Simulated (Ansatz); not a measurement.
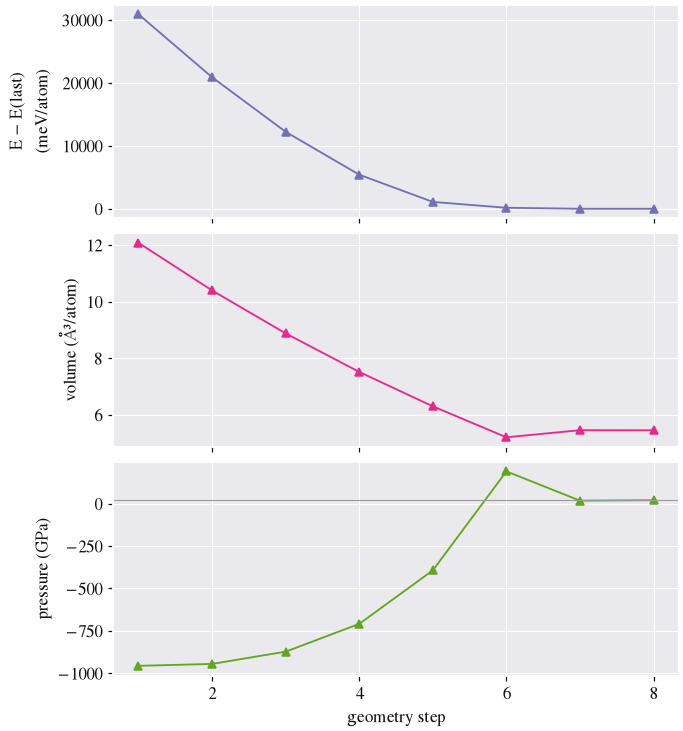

History of a geometry optimisation. Atoms and cell relax.

ZrN (Fm-3m, 2 atoms in the cell); DFT r2SCAN, scalar-relativistic, plane waves, norm-conserving potentials (Ansatz 0.2.0); cutoff 60 eV, tetrahedron_uncorrected of 0.1 eV.

### How did the optimisation end?

It had not finished: it stopped at geometry 8. The energy fell by about 31000 meV/atom from the first step to the last. The target is 20 GPa, so the enthalpy and not the energy is minimised. All forces vanish by symmetry, so only the cell moves.

### What happens to the cell?

The volume shrinks from 12.1 to 5.5 Å³ per atom (−55 %), as the pressure goes from −960 GPa to about 20 GPa.
